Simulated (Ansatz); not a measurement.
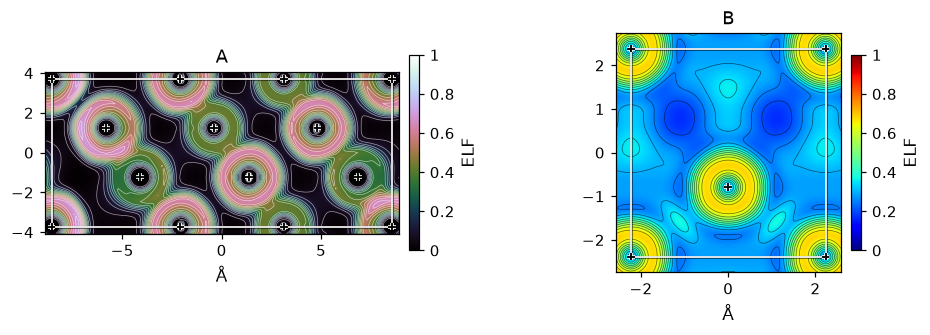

The electron localisation function of 2 systems, each on a plane through atoms (crosses mark nuclei in the plane).

Level of theory: Kohn-Sham DFT of a periodic cell, RPBE, Ansatz PAW in Ansatz 0.2.0.

System 1: Ir, the (110) plane of the conventional cell. Space group P6₃/mmc; a structure from a database of computed crystals, not necessarily the ambient phase; computed pressure about 3 GPa in this cell.

```cif
data_structure
_symmetry_space_group_name_H-M 'P 1'
_symmetry_Int_Tables_number 1
_cell_length_a 2.7514
_cell_length_b 2.7514
_cell_length_c 4.4623
_cell_angle_alpha 90.000
_cell_angle_beta 90.000
_cell_angle_gamma 120.000
_cell_volume 29.25
loop_
_atom_site_label
_atom_site_type_symbol
_atom_site_fract_x
_atom_site_fract_y
_atom_site_fract_z
_atom_site_occupancy
Ir1 Ir 0.33333 0.66667 0.25000 1
Ir2 Ir 0.66667 0.33333 0.75000 1
```

System 2: Ge$_{2}$Sb$_{2}$Te$_{5}$, the (110) plane of the conventional cell. Space group P-3m1; a structure from a database of computed crystals, not necessarily the ambient phase.

```cif
data_structure
_symmetry_space_group_name_H-M 'P 1'
_symmetry_Int_Tables_number 1
_cell_length_a 4.2941
_cell_length_b 4.2941
_cell_length_c 17.1013
_cell_angle_alpha 90.000
_cell_angle_beta 90.000
_cell_angle_gamma 120.000
_cell_volume 273.09
loop_
_atom_site_label
_atom_site_type_symbol
_atom_site_fract_x
_atom_site_fract_y
_atom_site_fract_z
_atom_site_occupancy
Te1 Te 0.66667 0.33333 0.41989 1
Te2 Te 0.33333 0.66667 0.58011 1
Te3 Te 0.33333 0.66667 0.20154 1
Te4 Te 0.66667 0.33333 0.79846 1
Te5 Te 0.00000 0.00000 0.00000 1
Sb1 Sb 0.00000 0.00000 0.32007 1
Sb2 Sb 0.00000 0.00000 0.67993 1
Ge1 Ge 0.66667 0.33333 0.10290 1
Ge2 Ge 0.33333 0.66667 0.89710 1
```

Q: Which map belongs to which system?

A: Panel A is system 2, Ge$_{2}$Sb$_{2}$Te$_{5}$: the plane holds Te, Sb and Ge. Ge–Te (3.00 Å): the ELF peaks at about 0.65 in the valence shell of Te, 1.3 Å from its nucleus, and is about 0.55 at the midpoint. Panel B is system 1, Ir: the plane holds Ir. Ir–Ir (2.74 Å): the ELF is about 0.40 at the midpoint.
